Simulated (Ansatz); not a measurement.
# How KF (Carobbiite, Fm-3m) expands on warming

Aim: the lattice, expansion, heat capacity and bulk modulus of KF (Carobbiite) as it warms.

What experiment has found for this phase:
- volume expansion coefficient 104.4 1e-6/K and heat capacity C_P per formula unit 49 J/mol/K near room temperature (given in “High-Throughput Prediction of Finite-Temperature Properties using the Quasi-Harmonic Approximation”, 2016, arXiv:1603.06924)
- volume expansion coefficient 95.1 1e-6/K near room temperature (given in “Descriptors for thermal expansion in solids”, 2017, arXiv:1701.03966)

Main program and level: Ansatz 0.2.0; DFT LDA, scalar-relativistic, plane waves, PAW, in the first sound run; inputs show where later runs differ.

**1. The starting structure**

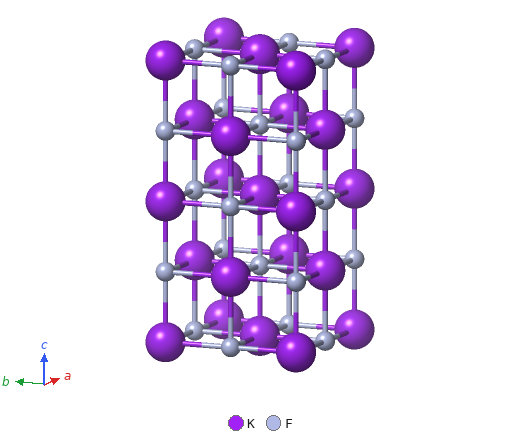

The starting structure, seen from a free direction (potassium purple, fluorine light blue). 1×1×2 cells are drawn. This picture shows the conventional cell, with its axes. Some periodic images of atoms are drawn too.

Structure file:

```cif
data_structure
_symmetry_space_group_name_H-M 'P 1'
_symmetry_Int_Tables_number 1
_cell_length_a 3.7786
_cell_length_b 3.7786
_cell_length_c 3.7786
_cell_angle_alpha 60.000
_cell_angle_beta 60.000
_cell_angle_gamma 60.000
_cell_volume 38.15
loop_
_atom_site_label
_atom_site_type_symbol
_atom_site_fract_x
_atom_site_fract_y
_atom_site_fract_z
_atom_site_occupancy
K1 K 0.00000 0.00000 0.00000 1
F2 F 0.50000 0.50000 0.50000 1
```

**2. Probe on a coarse mesh**

Before spending time, one coarse run tells the gap and the pressure of the starting cell.

input.yaml

```yaml
crystal:
  lattice:
    - [0.0, 2.67185, 2.67185]
    - [2.67185, 0.0, 2.67185]
    - [2.67185, 2.67185, 0.0]
  atoms:
    - { symbol: K, position: [0.0, 0.0, 0.0] }
    - { symbol: F, position: [0.5, 0.5, 0.5] }
kpoints:
  mp_grid: { grid: [6, 6, 6] }
hamiltonian:
  xc: lda
scf:
  occupations: { method: gaussian, width: 0.1 }
output:
  forces: true
  stress: true
  eigenvalues: true
```

On the command line:

```bash
$ ansatz run input.yaml --threads 4 --pin off --max-ram 16384MiB --backend cpu --events-out ev --progress --plain --runs-dir out
```

Numbers of over 12 decimals in the logs are rounded to 6 here.

The log of the run:

```text
Engine: ansatz 0.2.0, aarch64-unknown-linux-gnu
Pseudopotentials: kind: paw
Pseudopotential: K, paw, valence charge 9, recommended cutoff 420 eV (normal), K.paw.azcp
Pseudopotential: F, paw, valence charge 7, recommended cutoff 420 eV (normal), F.paw.azcp
Functional definition: SPW92
  exchange = slater_x
  correlation = pw_c
Crystal: 2 atoms, lattice volume = 38.148 Å³
Basis set: ecut = 420 eV, 725 PW (Γ)
Bands: 12, of which v1, the nominal top of the filled ones, is band 8 counted from 1 (7 counted from 0)
Symmetry: 48 space group operations
Space group: Fm-3m (ITA 225), of the structure as read, at distance tolerance 3.4e-5 Å
k-points: 16 of 216
Non-local potential: K, projectors of the file, l = 0: 3, l = 1: 2, l = 2: 2
Non-local potential: F, projectors of the file, l = 0: 2, l = 1: 2, l = 2: 1
PAW form: soft (Blöchl's): semilocal exchange-correlation on the pseudo side does not see the compensation charge
PAW frozen core: K, regenerated for the run's functional, and the local potential with it (the file was generated under x = pbe(κ = 0.804, μ = 0.219515), c = pbe(β = 0.066725))
PAW frozen core: F, regenerated for the run's functional, and the local potential with it (the file was generated under x = pbe(κ = 0.804, μ = 0.219515), c = pbe(β = 0.066725))
PAW one-centre angular grid: K, 110 points (default); XC on 64 Gauss nodes
PAW one-centre angular grid: F, 110 points (default); XC on 64 Gauss nodes
Initial density: superposition of atomic densities (neutral atoms: chi_scale 0, normalization atom), corrected by the library's trained network
Initial wavefunctions: pseudopotential atomic-orbital guess
Functional: x = slater, c = lda
SCF iter   1: F=—  HF=-2292.754310 eV  |F-HF|=—  |Δ(HF+E_count)|=         —  Δρ=1.54e-2  dr2=6.90e-2  ethr=1.77e-3  ⟨swp⟩=5.3  Hψ=1164  notcnv=0
preconditioner: auto → none  [insulator: Δε(μ)=5.514 eV  Ē_g=17.080 eV  σ=0.100 eV  W_gap=1.00  n_scr=14 (ndim 8)  ℏωp=22.5 eV  f_vac=0.122  D(μ)=0.00/eV (n_scr^D=0)  ε∞_Penn≈2.7]
SCF iter   2: F=—  HF=-2292.740373 eV  |F-HF|=—  |Δ(HF+E_count)|=   1.39e-2  Δρ=1.07e-2  dr2=2.33e-2  ethr=4.31e-4  ⟨swp⟩=2.0  Hψ=489  notcnv=0
SCF iter   3: F=—  HF=-2292.733695 eV  |F-HF|=—  |Δ(HF+E_count)|=   6.68e-3  Δρ=2.17e-3  dr2=8.46e-4  ethr=1.46e-4  ⟨swp⟩=2.0  Hψ=344  notcnv=0
SCF iter   4: F=—  HF=-2292.733400 eV  |F-HF|=—  |Δ(HF+E_count)|=   2.96e-4  Δρ=4.01e-4  dr2=1.97e-5  ethr=5.29e-6  ⟨swp⟩=2.0  Hψ=300  notcnv=0
SCF iter   5: F=—  HF=-2292.733393 eV  |F-HF|=—  |Δ(HF+E_count)|=   7.11e-6  Δρ=1.99e-5  dr2=5.42e-8  ethr=1.23e-7  ⟨swp⟩=2.6  Hψ=297  notcnv=0
SCF iter   6: F=-2292.733393 eV  HF=-2292.733393 eV  |F-HF|=6.51e-9  |Δ(HF+E_count)|=   2.79e-8  Δρ=5.56e-6  dr2=7.49e-9  ethr=3.39e-10  ⟨swp⟩=2.1  Hψ=638  notcnv=0
SCF 1 converged in 6 iterations: F = -2292.733393 eV  dr2 = 7.49e-9
  greatest PAW one-centre occupation: 0.985 electrons in one spin orbital (limit 2), on the K atom at site 0 (counted from 0), in its partial waves of l = 0
SCF converged after 6 iterations
Free energy (F): -2292.733393 eV
Harris-Foulkes:  -2292.733393 eV  (|F-HF|=6.51e-9)
Internal energy: -2292.733393 eV  (E = F + TS)
E sigma→0 (E₀):  -2292.733393 eV
Fermi energy:    3.912815 eV
--- Per-component energies (eV) ---
  E_band       = -129.210523
  E_kinetic    = 459.336478
  E_local      = -1110.579337  (includes V_loc(G=0)·N_el)
  E_nonlocal   = 90.981970
  E_hartree    = 396.867304
  E_xc         = -211.736929
  E_vxc        = -265.500688  (∫ρ·V_xc dr)
  E_paw        = -929.913716  (= ΣΔE_a)
  E_vpaw       = -97.183119  (= ΣTr[D̂ρ^β])
  E_aug_tail   = 0.002025  (compensation charges beyond the density's cutoff)
  E_ewald      = -988.061939
  E_core_change = 0.370752  (= ΣΔE_core)
  E_smearing   = -0.000000  (= −TS)
  E_closure    = -0.000000  (closes the sum)
  Σ components = -2292.733393   (vs F -2292.733393, Δ=0.00e0)
--- Forces (eV/Å), atoms counted from 1 ---
  atom   1  K     -0.00000000     0.00000000     0.00000000
  atom   2  F      0.00000000     0.00000000    -0.00000000
  max |Σ_I F_I| component: 2.90e-29 eV/Å
--- Stress (GPa, compression-positive) ---
       -3.498116       0.000000       0.000000
        0.000000      -3.498116      -0.000000
       -0.000000       0.000000      -3.498116
  P = ⅓ Tr σ = -3.4981 GPa (-34.981 kbar)
--- Band table (eV; the first three rows and the last of 16) ---
  k-point 0: bands = [... 4 lower, -8.0937, 1.0080, 1.0080, 1.0080, 6.8158, 11.5371, 11.5371, 11.5371]
  k-point 1: bands = [... 4 lower, -8.1036, 0.7575, 0.9135, 0.9135, 7.5713, 11.1021, 11.9038, 11.9038]
  k-point 2: bands = [... 4 lower, -8.1229, 0.3449, 0.7312, 0.7312, 9.1461, 10.8109, 12.6395, 12.6395]
  k-point 15: bands = [... 4 lower, -8.2201, 0.6737, 0.8124, 0.8875, 9.6807, 11.3245, 11.8005, 14.3732]
```

Elapsed: 0.31 s, on 4 threads of Arm Neoverse V1, shared host; peak memory 0.25 GiB; 0.76 s of CPU time.

Numbers from this step:

| Quantity | Value |
| --- | --- |
| pressure | -3.498 GPa |
| gap on the k-mesh | 5.808 eV |
| volume per atom | 19.07 Å³ |

The start is under -3.5 GPa at this level and looks like an insulator or semiconductor on this mesh.

**3. Finding the static equilibrium**

Phonons are second derivatives about a minimum, so cell and atoms are relaxed first, inside the symmetry of the start.

input.yaml, the sections that differ from step 2:

```yaml
kpoints:
  mp_grid: { grid: [8, 8, 8] }
scf:
  occupations: { method: gaussian, width: 0.02 }
output:
  forces: true
  stress: true
  eigenvalues: true
  write_density: true
  write_potential: true
  elf: true
  volumetric_format: npy
relax:
  adjacent_minimum: "off"
  f_tol: 0.005
  max_steps: 80
  cell: { stress_tol: 0.05 }
# crystal, hamiltonian: as in step 2
```

The log of the run:

```text
[...]
Crystal: 2 atoms, lattice volume = 38.148 Å³
Basis set: ecut = 420 eV, 725 PW (Γ)
Bands: 12, of which v1, the nominal top of the filled ones, is band 8 counted from 1 (7 counted from 0)
Symmetry: 48 space group operations
[...]
k-points: 29 of 512
[...]
SCF iter   1: F=—  HF=-2292.754365 eV  |F-HF|=—  |Δ(HF+E_count)|=         —  Δρ=1.54e-2  dr2=6.89e-2  ethr=1.77e-3  ⟨swp⟩=6.1  Hψ=2280  notcnv=0
[...]
SCF iter   6: F=-2292.733483 eV  HF=-2292.733483 eV  |F-HF|=8.05e-9  |Δ(HF+E_count)|=   2.87e-8  Δρ=6.10e-6  dr2=9.14e-9  ethr=3.83e-10  ⟨swp⟩=4.7  Hψ=1755  notcnv=0
SCF 1 converged in 6 iterations: F = -2292.733483 eV  dr2 = 9.14e-9
[...]
relax step   1: F+E_penalty+E_count = -2292.73348302 eV  Δ(F+E_penalty+E_count) = +0.000e0 eV  max|allowed force component| = 2.657e-29 eV/Å  Δτ_max = 0.0000 Å  P = -3.497 GPa  Ω = 38.148 Å³  (6 SCF iters, dr2 threshold 1.00e-7 eV, accepted)
Crystal: 2 atoms, lattice volume = 34.287 Å³
Basis set: ecut = 420 eV, 645 PW (Γ)
[...]
iter 1 solved again at ethr=2.05e-4 eV; its pass at ethr=3.10e-3 eV (dr2=3.28e-2 eV) is discarded
[...]
SCF iter   6: F=-2292.785044 eV  HF=-2292.785044 eV  |F-HF|=2.17e-9  |Δ(HF+E_count)|=   1.65e-7  Δρ=2.95e-6  dr2=2.64e-9  ethr=1.25e-9  ⟨swp⟩=8.1  Hψ=2182  notcnv=0
SCF 2 converged in 6 iterations: F = -2292.785044 eV  dr2 = 2.64e-9
relax step   2: F+E_penalty+E_count = -2292.78504449 eV  Δ(F+E_penalty+E_count) = -5.156e-2 eV  max|allowed force component| = 7.428e-29 eV/Å  Δτ_max = 0.0000 Å  P = +0.508 GPa  Ω = 34.287 Å³  energy of the carried Pulay correction = +1.117e-2 eV  (6 SCF iters, dr2 threshold 2.00e-7 eV, accepted)
Crystal: 2 atoms, lattice volume = 34.733 Å³
[...]
SCF iter   5: F=-2292.784283 eV  HF=-2292.784283 eV  |F-HF|=3.01e-9  |Δ(HF+E_count)|=   2.53e-9  Δρ=4.45e-6  dr2=4.10e-9  ethr=1.25e-9  ⟨swp⟩=7.4  Hψ=1869  notcnv=0
SCF 3 converged in 5 iterations: F = -2292.784283 eV  dr2 = 4.10e-9
relax step   3: F+E_penalty+E_count = -2292.78428336 eV  Δ(F+E_penalty+E_count) = +7.611e-4 eV  max|allowed force component| = 5.185e-30 eV/Å  Δτ_max = 0.0000 Å  P = -0.077 GPa  Ω = 34.733 Å³  energy of the carried Pulay correction = +9.821e-3 eV  (5 SCF iters, dr2 threshold 2.00e-7 eV, accepted)
[...]
relax step   4: F+E_penalty+E_count = -2292.78447776 eV  Δ(F+E_penalty+E_count) = -1.944e-4 eV  max|allowed force component| = 3.504e-29 eV/Å  Δτ_max = 0.0000 Å  P = -0.002 GPa  Ω = 34.673 Å³  energy of the carried Pulay correction = +1.000e-2 eV  (4 SCF iters, dr2 threshold 1.50e-8 eV, accepted)
[...]
relax step   5: F+E_penalty+E_count = -2292.77865449 eV  Δ(F+E_penalty+E_count) = +5.823e-3 eV  max|allowed force component| = 9.585e-29 eV/Å  Δτ_max = 0.0000 Å  P = -0.350 GPa  Ω = 34.673 Å³  stress off target by 3.50e-1 GPa  SCF on the basis re-selected at this cell (its energy is not comparable with the rows above)  (6 SCF iters)
[...]
relax step   6: F+E_penalty+E_count = -2292.77975961 eV  Δ(F+E_penalty+E_count) = -1.105e-3 eV  max|allowed force component| = 1.262e-29 eV/Å  Δτ_max = 0.0000 Å  P = +0.017 GPa  Ω = 34.399 Å³  energy of the carried Pulay correction = +8.188e-4 eV  (4 SCF iters, dr2 threshold 2.00e-7 eV, accepted)
[...]
SCF iter   1: F=—  HF=-2292.778749 eV  |F-HF|=—  |Δ(HF+E_count)|=         —  Δρ=7.68e-5  dr2=3.29e-7  ethr=2.19e-6  ⟨swp⟩=2.3  Hψ=2991  notcnv=0
eigensolver tolerance schedule: the retry pair's looser diagonalisation over-reported the residual by 1067.95 of it (diagonalisation noise at 3.11 of the residual, at the tolerance the schedule requests for it); recorded, not acted on — ethr = c·dr2/N_el stays at c = 1.0e-1
[...]
SCF iter   2: F=—  HF=-2292.778749 eV  |F-HF|=—  |Δ(HF+E_count)|=   2.75e-7  Δρ=3.62e-5  dr2=1.60e-7  ethr=2.05e-9  ⟨swp⟩=2.0  Hψ=570  notcnv=0
[...]
SCF iter   5: F=-2292.778749 eV  HF=-2292.778749 eV  |F-HF|=1.82e-12  |Δ(HF+E_count)|=  3.91e-11  Δρ=2.32e-7  dr2=8.39e-12  ethr=1.00e-12  ⟨swp⟩=3.0  Hψ=1412  notcnv=0
SCF 7 converged in 5 iterations: F = -2292.778749 eV  dr2 = 8.39e-12
relax step   7: F+E_penalty+E_count = -2292.77874898 eV  Δ(F+E_penalty+E_count) = +1.011e-3 eV  max|allowed force component| = 1.601e-29 eV/Å  Δτ_max = 0.0000 Å  P = -0.011 GPa  Ω = 34.399 Å³  stress off target by 1.12e-2 GPa  SCF on the basis re-selected at this cell (its energy is not comparable with the rows above)  (5 SCF iters)
[...]
SCF converged after 5 iterations
Free energy (F): -2292.778749 eV
[...]
Internal energy: -2292.778749 eV  (E = F + TS)
E sigma→0 (E₀):  -2292.778749 eV
Fermi energy:    4.958728 eV
[...]
--- Stress (GPa, compression-positive) ---
       -0.011184      -0.000000      -0.000000
       -0.000000      -0.011184      -0.000000
       -0.000000      -0.000000      -0.011184
  P = ⅓ Tr σ = -0.0112 GPa (-0.112 kbar)
--- Band table (eV; the first three rows and the last of 29) ---
  k-point 0: bands = [... 4 lower, -6.9760, 1.7756, 1.7756, 1.7756, 8.1418, 12.5715, 12.5715, 12.5715]
  k-point 1: bands = [... 4 lower, -6.9826, 1.6007, 1.7037, 1.7037, 8.6233, 12.2836, 12.8089, 12.8089]
  k-point 2: bands = [... 4 lower, -6.9982, 1.2366, 1.5362, 1.5362, 9.7835, 11.9342, 13.4062, 13.4062]
  k-point 28: bands = [... 4 lower, -7.0801, 1.2602, 1.6571, 1.6571, 11.5699, 11.5699, 13.4381, 15.7585]
--- Relaxed structure (5 steps of the walk, 5 accepted, 2 SCFs on fresh bases) ---
  F+E_penalty+E_count = -2292.77874898 eV   max|allowed force component| = 1.601e-29 eV/Å   (the final SCF, on the basis selected at the relaxed cell)
  cell:  # Å, volume = 34.3985 Å³
    - [0, 2.581289, 2.581289]
    - [2.581289, 0, 2.581289]
    - [2.581289, 2.581289, 0]
  atoms:
    - { symbol: K, position: [0, 0, 0] }
    - { symbol: F, position: [0.5, 0.5, 0.5] }
```

The job ended after 2.3 s (4 threads; peak memory 0.29 GiB; 7.1 s of CPU time).

Relaxation path:

```
step  energy less that of the first step (eV)  largest force component (eV/Å)  pressure (GPa)  volume (Å³)
   1                                   0.0000                          0.0000           -3.50        38.15
   2                                  -0.0516                          0.0000            0.51        34.29
   3                                  -0.0508                          0.0000           -0.08        34.73
   4                                  -0.0510                          0.0000            0.00        34.67
  5*                                  -0.0452                          0.0000           -0.35        34.67
   6                                  -0.0463                          0.0000            0.02        34.40
  7*                                  -0.0453                          0.0000           -0.01        34.40
```

Relaxation steps marked * repeat the geometry before them on a plane-wave basis chosen anew for their cell, so energy and pressure can jump there.

Forces are held to the 48 operations that the run works with; a distortion that breaks them can't arise in this run.

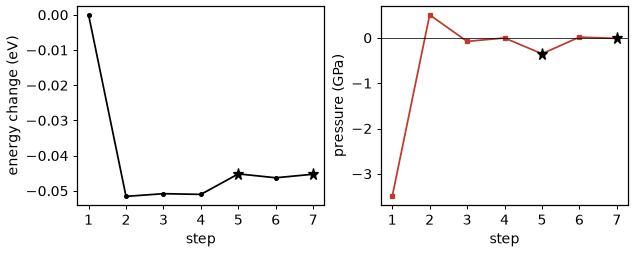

Energy and pressure along the relaxation. Stars mark steps on a basis chosen anew.

```
conventional cell, symmetrised  before  after  change
                         a (Å)   5.344  5.163  -3.4 %
                         b (Å)   5.344  5.163  -3.4 %
                         c (Å)   5.344  5.163  -3.4 %
              volume (Å³/atom)   19.07  17.20  -9.8 %
```

The relaxed structure:

```cif
data_structure
_symmetry_space_group_name_H-M 'P 1'
_symmetry_Int_Tables_number 1
_cell_length_a 3.6505
_cell_length_b 3.6505
_cell_length_c 3.6505
_cell_angle_alpha 60.000
_cell_angle_beta 60.000
_cell_angle_gamma 60.000
_cell_volume 34.40
loop_
_atom_site_label
_atom_site_type_symbol
_atom_site_fract_x
_atom_site_fract_y
_atom_site_fract_z
_atom_site_occupancy
K1 K 0.00000 0.00000 0.00000 1
F2 F 0.50000 0.50000 0.50000 1
```

Numbers from this step:

| Item | Value |
| --- | --- |
| pressure | -0.01118 GPa |
| gap on the k-mesh | 6.366 eV |
| volume per atom | 17.20 Å³ |

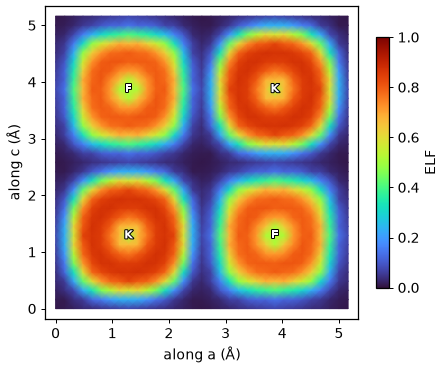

ELF in the ac plane of the conventional cell at fractional y = 0.000, with atoms of K and F within 0.2 Å of it. It is the smooth field of the valence electrons, not physical close to the nuclei. The map starts off the cell's origin, so that atoms lie inside it.

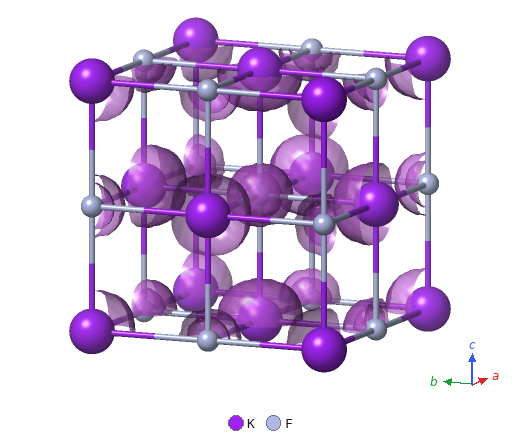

Surface of ELF = 0.79.

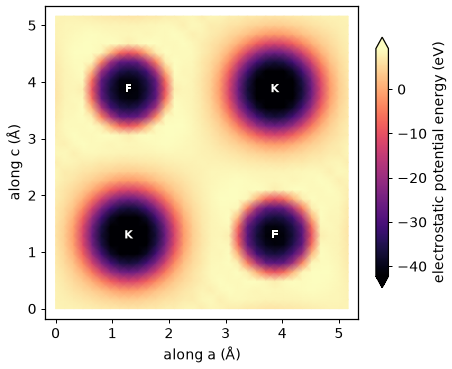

Electrostatic potential energy in the ac plane of the conventional cell at fractional y = 0.000, with atoms of K and F within 0.2 Å of it. With pseudopotentials it is smooth inside the atoms' cores, unlike the true potential. The map starts off the cell's origin, so that atoms lie inside it.

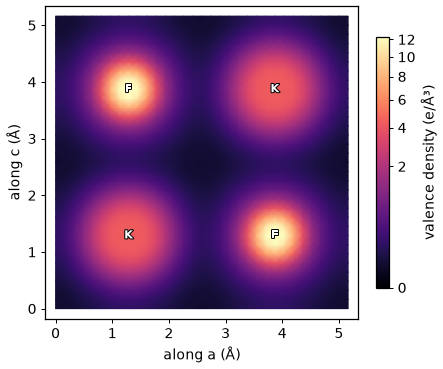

Valence density in the ac plane of the conventional cell at fractional y = 0.000, with atoms of K and F within 0.2 Å of it. It is the smooth field of the valence electrons, not physical close to the nuclei. The map starts off the cell's origin, so that atoms lie inside it. The colour scale is stretched toward low values.

The relaxation ends with a pressure of -0.01 GPa.

(Part 1 of 5 ends here.)

[Logs are printed without paths, hosts, clocks, repeated set-up lines and the standing remarks that a program may print on its own settings, such as how far it seeks lower states.]

[Hosts, paths, dates, database ids (printed as entryN), source tags and the programs' standing remarks are cut or masked in the printed files.]

[A step with changed settings may run another functional than the one named; its input shows which.]
